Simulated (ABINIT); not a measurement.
# Optical-spectrum calculation, with input and output: EuS (part 2 of 2)

The same run, continued: EuS (Fm-3m, 2 atoms in the cell); Kohn-Sham DFT of a periodic cell, PBE, PseudoDojo NC SR PBE v0.4 lanthanides 3+ (4f in core; v0.4.1 standard for the other elements), spin-polarised (ABINIT 10.8.3); cutoff 571.44 eV, 6×6×6 k-mesh, fermi-dirac of 0.05 eV, collinear spins. The structure derives from an entry of the Crystallography Open Database.

Geometry of the input (Å; fractional positions):
```
0.0000  2.9785  2.9785
2.9785  0.0000  2.9785
2.9785  2.9785  0.0000
Eu 0.0000  0.0000  0.0000
S  0.5000  0.5000  0.5000
```

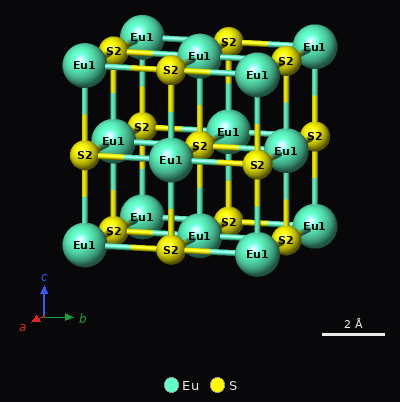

*The structure as given in the input (ball-and-stick view of the cell 4 times as large as that of the calculation, set on its symmetry axes, seen slightly off an axis; atoms are numbered from 1 in the order of the input).*

Log, continued
```
 ------------------------------------------------------------------------------------------------------------
  Sum:                 5.418295     5.418295     10.836591     0.000000
 Total magnetization (from the atomic spheres):                0.000000
 Total magnetization (exact up - dn):                         -0.000000

================================================================================

 ----iterations are completed or convergence reached----

 Mean square residual over all n,k,spin=   41.048E-09; max=  19.239E-06
 reduced coordinates (array xred) for    2 atoms
       0.000000000000      0.000000000000      0.000000000000
       0.500000000000      0.500000000000      0.500000000000
 rms dE/dt=  0.0000E+00; max dE/dt=  0.0000E+00; dE/dt below (all hartree)
    1       0.000000000000      0.000000000000      0.000000000000
    2       0.000000000000      0.000000000000      0.000000000000

 cartesian coordinates (angstrom) at end:
    1      0.00000000000000     0.00000000000000     0.00000000000000
    2      2.97850000000000     2.97850000000000     2.97850000000000

 cartesian forces (hartree/bohr) at end:
    1     -0.00000000000000    -0.00000000000000    -0.00000000000000
    2     -0.00000000000000    -0.00000000000000    -0.00000000000000
 frms,max,avg= 0.0000000E+00 0.0000000E+00   0.000E+00  0.000E+00  0.000E+00 h/b

 cartesian forces (eV/Angstrom) at end:
    1     -0.00000000000000    -0.00000000000000    -0.00000000000000
    2     -0.00000000000000    -0.00000000000000    -0.00000000000000
 frms,max,avg= 0.0000000E+00 0.0000000E+00   0.000E+00  0.000E+00  0.000E+00 e/A
 length scales=  1.889726125908  1.889726125908  1.889726125908 bohr
              =  1.000000000000  1.000000000000  1.000000000000 angstroms
 Fermi (or HOMO) energy (hartree) =   0.27026   Average Vxc (hartree)=  -0.36120
 Magnetization (Bohr magneton)=  9.16950249E-09
 Total spin up =  8.50000000E+00   Total spin down =  8.50000000E+00
 Eigenvalues (hartree) for nkpt=  28  k points, SPIN UP:
 kpt#   1, nband= 18, wtk=  0.02778, kpt= -0.0833 -0.1667  0.0000 (reduced coord)
  -1.35315   -0.56109   -0.55959   -0.55946   -0.25221    0.10586    0.13240    0.13466
   0.25668    0.28209    0.28690    0.29565    0.30444    0.34626    0.53700    0.61766
   0.62603    0.66883
      occupation numbers for kpt#   1
   1.00000    1.00000    1.00000    1.00000    1.00000    1.00000    1.00000    1.00000
   0.99938    0.00160    0.00012    0.00000    0.00000    0.00000    0.00000    0.00000
   0.00000    0.00000
 prteigrs : prtvol=0 or 1, do not print more k-points.

 Eigenvalues (hartree) for nkpt=  28  k points, SPIN DOWN:
 kpt#   1, nband= 18, wtk=  0.02778, kpt= -0.0833 -0.1667  0.0000 (reduced coord)
  -1.35315   -0.56109   -0.55959   -0.55946   -0.25221    0.10586    0.13240    0.13466
   0.25668    0.28209    0.28690    0.29565    0.30444    0.34626    0.53700    0.61766
   0.62603    0.66881
      occupation numbers for kpt#   1
   1.00000    1.00000    1.00000    1.00000    1.00000    1.00000    1.00000    1.00000
   0.99938    0.00160    0.00012    0.00000    0.00000    0.00000    0.00000    0.00000
   0.00000    0.00000
 prteigrs : prtvol=0 or 1, do not print more k-points.

--- !EnergyTerms
iteration_state     : {dtset: 1, }
comment             : Components of total free energy in Hartree
kinetic             :  1.34254512636499E+01
hartree             :  6.43822263317632E+00
xc                  : -1.33191560066680E+01
Ewald energy        : -3.83610432110067E+01
psp_core            :  1.81593174487811E+00
local_psp           : -2.55977042968172E+01
non_local_psp       :  3.56072969083652E+00
internal            : -5.20375681819510E+01
'-kT*entropy'       : -3.52107459484191E-04
total_energy        : -5.20379202894105E+01
total_energy_eV     : -1.41602394843272E+03
band_energy         : -5.74494531499055E+00
...

 Cartesian components of stress tensor (hartree/bohr^3)
  sigma(1 1)=  3.84995868E-04  sigma(3 2)=  0.00000000E+00
  sigma(2 2)=  3.84995868E-04  sigma(3 1)=  0.00000000E+00
  sigma(3 3)=  3.84995868E-04  sigma(2 1)=  0.00000000E+00

-Cartesian components of stress tensor (GPa)         [Pressure= -1.1327E+01 GPa]
- sigma(1 1)=  1.13269695E+01  sigma(3 2)=  0.00000000E+00
- sigma(2 2)=  1.13269695E+01  sigma(3 1)=  0.00000000E+00
- sigma(3 3)=  1.13269695E+01  sigma(2 1)=  0.00000000E+00

================================================================================
== DATASET  2 ==================================================================

--- !DatasetInfo
iteration_state: {dtset: 2, }
dimensions: {natom: 2, nkpt: 28, mband: 20, nsppol: 2, nspinor: 1, nspden: 2, mpw: 1648, }
cutoff_energies: {ecut:  21.0, pawecutdg:  -1.0, }
electrons: {nelect:   1.70000000E+01, charge:   0.00000000E+00, occopt:   3.00000000E+00, tsmear:   1.83747000E-03, }
meta: {optdriver: 0, ionmov: 0, optcell: 0, iscf: -3, paral_kgb: 0, }
...

 mkfilename : getden/=0, take file _DEN from output of DATASET   1.

 Exchange-correlation functional for the present dataset will be:
  GGA: Perdew-Burke-Ernzerhof functional - ixc=11
  J.P.Perdew, K.Burke, M.Ernzerhof, PRL 77, 3865 (1996)

 Real(R)+Recip(G) space primitive vectors, cartesian coordinates (Bohr,Bohr^-1):
 R(1)=  0.0000000  5.6285493  5.6285493  G(1)= -0.0888328  0.0888328  0.0888328
 R(2)=  5.6285493  0.0000000  5.6285493  G(2)=  0.0888328 -0.0888328  0.0888328
 R(3)=  5.6285493  5.6285493  0.0000000  G(3)=  0.0888328  0.0888328 -0.0888328
 Unit cell volume ucvol=  3.5663126E+02 bohr^3
 Angles (23,13,12)=  6.00000000E+01  6.00000000E+01  6.00000000E+01 degrees

 getcut: wavevector=  0.0000  0.0000  0.0000  ngfft=  36  36  36
         ecut(hartree)=     21.000   => boxcut(ratio)=   2.19238
--------------------------------------------------------------------------------

================================================================================

--- !BeginCycle
iteration_state: {dtset: 2, }
solver: {iscf: -3, nstep: 120, nline: 4, wfoptalg: 0, }
tolerances: {tolwfr: 1.00E-12, }
...

     iter   Etot(hartree)      deltaE(h)  residm     vres2   difmagsph maxmagsph

 SPIN UP channel
 Non-SCF case, kpt    1 ( -0.08333 -0.16667  0.00000), residuals and eigenvalues=
  4.24E-13  7.93E-13  7.70E-13  2.03E-13  4.51E-13  1.07E-13  6.71E-13  5.56E-13
  2.99E-13  7.07E-13  4.61E-13  4.71E-13  4.90E-13  4.33E-13  9.79E-13  5.91E-13
  5.31E-13  1.28E-11  3.94E-11  2.28E-05
 -1.3531E+00 -5.6109E-01 -5.5959E-01 -5.5946E-01 -2.5221E-01  1.0586E-01
  1.3240E-01  1.3466E-01  2.5668E-01  2.8209E-01  2.8690E-01  2.9565E-01
  3.0444E-01  3.4626E-01  5.3700E-01  6.1766E-01  6.2603E-01  6.6881E-01
  6.8406E-01  7.7814E-01
 prteigrs : prtvol=0 or 1, do not print more k-points.

 SPIN DOWN channel
 Non-SCF case, kpt    1 ( -0.08333 -0.16667  0.00000), residuals and eigenvalues=
  4.24E-13  7.93E-13  7.70E-13  2.03E-13  4.51E-13  1.07E-13  6.71E-13  5.56E-13
  2.99E-13  7.07E-13  4.61E-13  4.71E-13  4.90E-13  4.33E-13  9.79E-13  5.91E-13
  5.31E-13  1.28E-11  3.94E-11  2.28E-05
 -1.3531E+00 -5.6109E-01 -5.5959E-01 -5.5946E-01 -2.5221E-01  1.0586E-01
  1.3240E-01  1.3466E-01  2.5668E-01  2.8209E-01  2.8690E-01  2.9565E-01
  3.0444E-01  3.4626E-01  5.3700E-01  6.1766E-01  6.2603E-01  6.6881E-01
  6.8406E-01  7.7814E-01
 prteigrs : prtvol=0 or 1, do not print more k-points.

--- !ResultsGS
iteration_state: {dtset: 2, }
comment   : Summary of ground state results
lattice_vectors:
- [  0.0000000,   5.6285493,   5.6285493, ]
- [  5.6285493,   0.0000000,   5.6285493, ]
- [  5.6285493,   5.6285493,   0.0000000, ]
lattice_lengths: [   7.95997,    7.95997,    7.95997, ]
lattice_angles: [ 60.000,  60.000,  60.000, ] # degrees, (23, 13, 12)
lattice_volume:   3.5663126E+02
convergence: {deltae:  0.000E+00, res2:  0.000E+00, residm:  9.987E-13, diffor:  0.000E+00, }
etotal    :  -5.20379203E+01
entropy   :   0.00000000E+00
fermie    :   2.70262004E-01
cartesian_stress_tensor: null
pressure_GPa: null
xred      :
- [  0.0000E+00,   0.0000E+00,   0.0000E+00, Eu]
- [  5.0000E-01,   5.0000E-01,   5.0000E-01,  S]
cartesian_forces: null
force_length_stats: {min: null, max: null, mean: null, }
...

 Integrated electronic and magnetization densities in atomic spheres:
 ------------------------------------------------------------------------------------------------------------
 Radius=ratsph(iatom), smearing ratsm=  0.0000. Diff(up-dn)=approximate z local magnetic moment.
    Atom    Radius    up_density   dn_density  Total(up+dn)  Diff(up-dn)
    1 Eu   2.00000     3.494429     3.494429      6.988857    -0.000000
    2  S   2.00000     1.923867     1.923867      3.847734     0.000000
 ------------------------------------------------------------------------------------------------------------
  Sum:                 5.418295     5.418295     10.836591     0.000000
 Total magnetization (from the atomic spheres):                0.000000
 Total magnetization (exact up - dn):                         -0.000000

================================================================================

 ----iterations are completed or convergence reached----

 Mean square residual over all n,k,spin=   51.921E-14; max=  99.868E-14
 reduced coordinates (array xred) for    2 atoms
       0.000000000000      0.000000000000      0.000000000000
       0.500000000000      0.500000000000      0.500000000000

 cartesian coordinates (angstrom) at end:
    1      0.00000000000000     0.00000000000000     0.00000000000000
    2      2.97850000000000     2.97850000000000     2.97850000000000
 length scales=  1.889726125908  1.889726125908  1.889726125908 bohr
              =  1.000000000000  1.000000000000  1.000000000000 angstroms
 Eigenvalues (hartree) for nkpt=  28  k points, SPIN UP:
 kpt#   1, nband= 20, wtk=  0.02778, kpt= -0.0833 -0.1667  0.0000 (reduced coord)
  -1.35315   -0.56109   -0.55959   -0.55946   -0.25221    0.10586    0.13240    0.13466
   0.25668    0.28209    0.28690    0.29565    0.30444    0.34626    0.53700    0.61766
   0.62603    0.66881    0.68406    0.77814
      occupation numbers for kpt#   1
   1.00000    1.00000    1.00000    1.00000    1.00000    1.00000    1.00000    1.00000
   0.99938    0.00160    0.00012    0.00000    0.00000    0.00000    0.00000    0.00000
   0.00000    0.00000    0.00000    0.00000
 prteigrs : prtvol=0 or 1, do not print more k-points.

 Eigenvalues (hartree) for nkpt=  28  k points, SPIN DOWN:
 kpt#   1, nband= 20, wtk=  0.02778, kpt= -0.0833 -0.1667  0.0000 (reduced coord)
  -1.35315   -0.56109   -0.55959   -0.55946   -0.25221    0.10586    0.13240    0.13466
   0.25668    0.28209    0.28690    0.29565    0.30444    0.34626    0.53700    0.61766
   0.62603    0.66881    0.68406    0.77814
      occupation numbers for kpt#   1
   1.00000    1.00000    1.00000    1.00000    1.00000    1.00000    1.00000    1.00000
   0.99938    0.00160    0.00012    0.00000    0.00000    0.00000    0.00000    0.00000
   0.00000    0.00000    0.00000    0.00000
 prteigrs : prtvol=0 or 1, do not print more k-points.

--- !EnergyTerms
iteration_state     : {dtset: 2, }
comment             : Components of total free energy in Hartree
kinetic             :  1.34254513627669E+01
hartree             :  6.43822263317632E+00
xc                  : -1.33191560066680E+01
Ewald energy        : -3.83610432110067E+01
psp_core            :  1.81593174487811E+00
local_psp           : -2.55977042968172E+01
non_local_psp       :  3.56072975814297E+00
internal            : -5.20375680155276E+01
'-kT*entropy'       : -3.52107462431793E-04
total_energy        : -5.20379201229901E+01
...

--- !EnergyTermsDC
iteration_state     : {dtset: 2, }
comment             : '"Double-counting" decomposition of free energy'
band_energy         : -5.74494533445272E+00
Ewald energy        : -3.83610432110067E+01
psp_core            :  1.81593174487811E+00
xc_dc               : -9.74751138136574E+00
internal            : -5.20375681819470E+01
'-kT*entropy'       : -3.52107462431793E-04
total_energy_dc     : -5.20379202894094E+01
...

================================================================================
== DATASET  3 ==================================================================

--- !DatasetInfo
iteration_state: {dtset: 3, }
dimensions: {natom: 2, nkpt: 28, mband: 16, nsppol: 2, nspinor: 1, nspden: 2, mpw: 1648, }
cutoff_energies: {ecut:  21.0, pawecutdg:  -1.0, }
electrons: {nelect:   1.70000000E+01, charge:   0.00000000E+00, occopt:   3.00000000E+00, tsmear:   1.83747000E-03, }
meta: {optdriver: 8, wfk_task: 7, }
...

 mkfilename : getwfk/=0, take file _WFK from output of DATASET   2.

 Exchange-correlation functional for the present dataset will be:
  GGA: Perdew-Burke-Ernzerhof functional - ixc=11
  J.P.Perdew, K.Burke, M.Ernzerhof, PRL 77, 3865 (1996)

--------------------------------------------------------------------------------

 Computation of velocity matrix elements (DDK)

 Parameters extracted from the Abinit header:
    ecut:     21.0
    nkpt:    864
    mband:   20
    nsppol:  2
    nspinor: 1
    useylm:  0
    inclvkb: 2
    bmin: 1, bmax: 20
    Computing diagonal and off-diagonal matrix elements
    Between band index bmin: 1, bmax: 20

== END DATASET(S) ==============================================================
================================================================================

 -outvars: echo values of variables after computation  --------
            acell      1.8897261259E+00  1.8897261259E+00  1.8897261259E+00 Bohr
           etotal1    -5.2037920289E+01
           etotal2    -5.2037920289E+01
           etotal3     0.0000000000E+00
            fcart1    -0.0000000000E+00 -0.0000000000E+00 -0.0000000000E+00
                      -0.0000000000E+00 -0.0000000000E+00 -0.0000000000E+00
            fcart3     0.0000000000E+00  0.0000000000E+00  0.0000000000E+00
                       0.0000000000E+00  0.0000000000E+00  0.0000000000E+00
            rprim      0.0000000000E+00  2.9785000000E+00  2.9785000000E+00
                       2.9785000000E+00  0.0000000000E+00  2.9785000000E+00
                       2.9785000000E+00  2.9785000000E+00  0.0000000000E+00
           strten1     3.8499586797E-04  3.8499586797E-04  3.8499586797E-04
                       0.0000000000E+00  0.0000000000E+00  0.0000000000E+00
           strten3     0.0000000000E+00  0.0000000000E+00  0.0000000000E+00
                       0.0000000000E+00  0.0000000000E+00  0.0000000000E+00
           xangst      0.0000000000E+00  0.0000000000E+00  0.0000000000E+00
                       2.9785000000E+00  2.9785000000E+00  2.9785000000E+00
             xred      0.0000000000E+00  0.0000000000E+00  0.0000000000E+00
                       5.0000000000E-01  5.0000000000E-01  5.0000000000E-01
 Calculation completed.
```

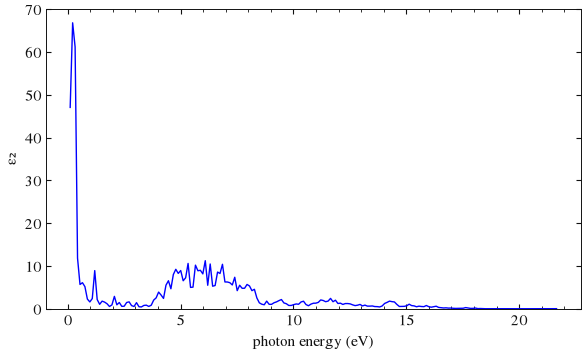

*Imaginary part of the dielectric function (first component that the program prints).*

The highest peak, 66.8, lies at 0.22 eV.

Summary

```json
{"quantity": "outcome", "value": "converged"}
{"quantity": "space group (tolerance 0.01 Å)", "value": "Fm-3m (225)"}
{"quantity": "electrons treated", "value": "17"}
{"quantity": "free energy", "value": "−1416.0239 eV"}
{"quantity": "Fermi energy of the self-consistent step", "value": "7.354 eV"}
{"quantity": "net moment of the cell", "value": "0.00 μB"}
{"quantity": "pressure", "value": "−11.33 GPa"}
{"quantity": "largest force (length of the vector)", "value": "under 0.001 eV/Å"}
{"quantity": "hardware", "value": "1 thread of Arm Neoverse V1, 24 GiB of memory available, shared host"}
{"quantity": "wall time", "value": "3.3 min"}
{"quantity": "peak memory", "value": "1 GiB"}
```

Notes

Points of doubt noted for this run: cutoff too low for stress; no intraband term. The cell is under a tension of 11.3 GPa at this level, so it is not at its equilibrium volume.
